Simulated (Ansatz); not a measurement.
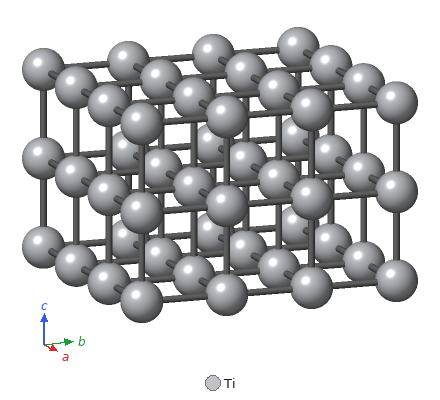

Ti (Pm-3m, No. 221): coordinates from a relaxation with DFT, r2SCAN, plane waves (500 eV) with PAW, scalar-relativistic in Ansatz; the starting structure was generated, so it need not be a known form of this composition.

```
CELL_PARAMETERS angstrom
2.68988 0.00000 0.00000
0.00000 2.68988 0.00000
0.00000 0.00000 2.68988
ATOMIC_POSITIONS crystal
Ti 0.00000 0.00000 0.00000
```

Question: What will a map of the projected electrostatic potential along [221] show? Computed as the sum of neutral-atom potentials (tabulated electron scattering factors, B = 0.5 Å²) projected along the beam and smoothed by 0.25 Å; brighter is more positive. The display is stretched by a gamma of 0.7; percentages refer to the linear signal.

Answer: The columns repeat on a centred rectangular net of 1.27 × 3.80 Å (plane group c2mm). All columns are alike (Ti). The shortest distance between visible columns is 1.27 Å in projection. Along the beam the structure repeats every 8.07 Å.

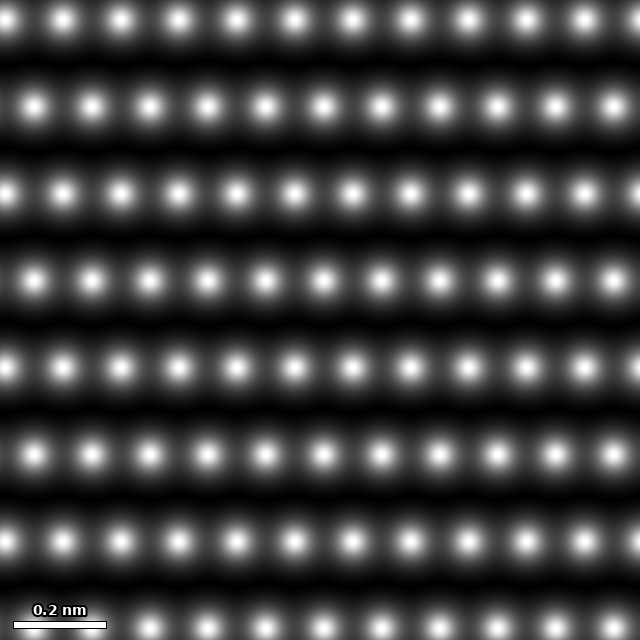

The simulated image.
